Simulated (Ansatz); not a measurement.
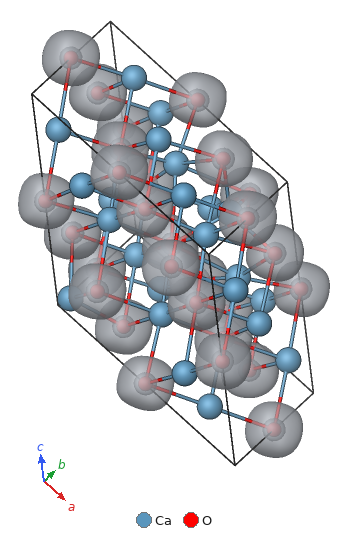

The picture shows: Ca₁₇O₁₆ (cell charge +1, with a compensating background) (cell with a defect). Isosurface of the electron localisation function at 0.7 (grey), seen slightly off an axis. Core shells and regions of very low density are left out. Sticks mark near contacts.

The program warned that a starting moment wasn't kept; spin-polarised.

These are results of Ansatz 0.2.0, DFT PBE, scalar-relativistic, plane waves, PAW, not measurements.

Core electrons are frozen (PAW), and the valence fields are smoothed inside the atomic spheres.

```cif
data_structure
_symmetry_space_group_name_H-M 'P 1'
_symmetry_Int_Tables_number 1
_cell_length_a 8.3672
_cell_length_b 8.3672
_cell_length_c 8.3672
_cell_angle_alpha 109.471
_cell_angle_beta 109.471
_cell_angle_gamma 109.471
_cell_volume 450.93
loop_
_atom_site_label
_atom_site_type_symbol
_atom_site_fract_x
_atom_site_fract_y
_atom_site_fract_z
_atom_site_occupancy
Ca1 Ca 0.00502 0.24516 0.75000 1
Ca2 Ca 0.75000 0.24516 0.00502 1
Ca3 Ca 0.50986 0.25484 0.25484 1
Ca4 Ca 0.24516 0.00502 0.75000 1
Ca5 Ca 0.25484 0.25484 0.50986 1
Ca6 Ca 0.05509 0.05509 0.05509 1
Ca7 Ca 0.75000 0.00502 0.24516 1
Ca8 Ca 0.44491 0.75000 0.75000 1
Ca9 Ca 0.49498 0.99014 0.49498 1
Ca10 Ca 0.24516 0.75000 0.00502 1
Ca11 Ca 0.00502 0.75000 0.24516 1
Ca12 Ca 0.75000 0.44491 0.75000 1
Ca13 Ca 0.75000 0.75000 0.44491 1
Ca14 Ca 0.49498 0.49498 0.99014 1
Ca15 Ca 0.25484 0.50986 0.25484 1
Ca16 Ca 0.99014 0.49498 0.49498 1
O1 O 0.75000 0.24175 0.49787 1
O2 O 0.49787 0.24175 0.75000 1
O3 O 0.25825 0.25825 0.00612 1
O4 O 0.00213 0.00213 0.49388 1
O5 O 0.00612 0.25825 0.25825 1
O6 O 0.75000 0.00477 0.75000 1
O7 O 0.49388 0.00213 0.00213 1
O8 O 0.24175 0.75000 0.49787 1
O9 O 0.25825 0.00612 0.25825 1
O10 O 0.00477 0.75000 0.75000 1
O11 O 0.75000 0.75000 0.00477 1
O12 O 0.49523 0.49523 0.49523 1
O13 O 0.49787 0.75000 0.24175 1
O14 O 0.24175 0.49787 0.75000 1
O15 O 0.00213 0.49388 0.00213 1
O16 O 0.75000 0.49787 0.24175 1
Ca17 Ca 0.75000 0.75000 0.75000 1
```

Question: Identify the bonds, lone pairs and shells in this picture.

Answer: The ELF exceeds this value in 16 regions wrapped around O (the valence shell of each), counted in one cell of 33 atoms. Regions shared between cells count once. Along the contacts the grid gives the following. Ca–O (2.13 Å): the ELF peaks at about 0.80 in the valence shell of O, 0.6 Å from its nucleus, and drops to about 0.15 between the two atoms: no shared electron pair shows on this line. Ca–O (2.22 Å): the ELF peaks at about 0.80 in the valence shell of O, 0.6 Å from its nucleus, and drops to about 0.10 between the two atoms; no localised pair shows between them.

Question: Metal or insulator at this level of theory?

Answer: It is gapless in this calculation (a metal or semimetal).
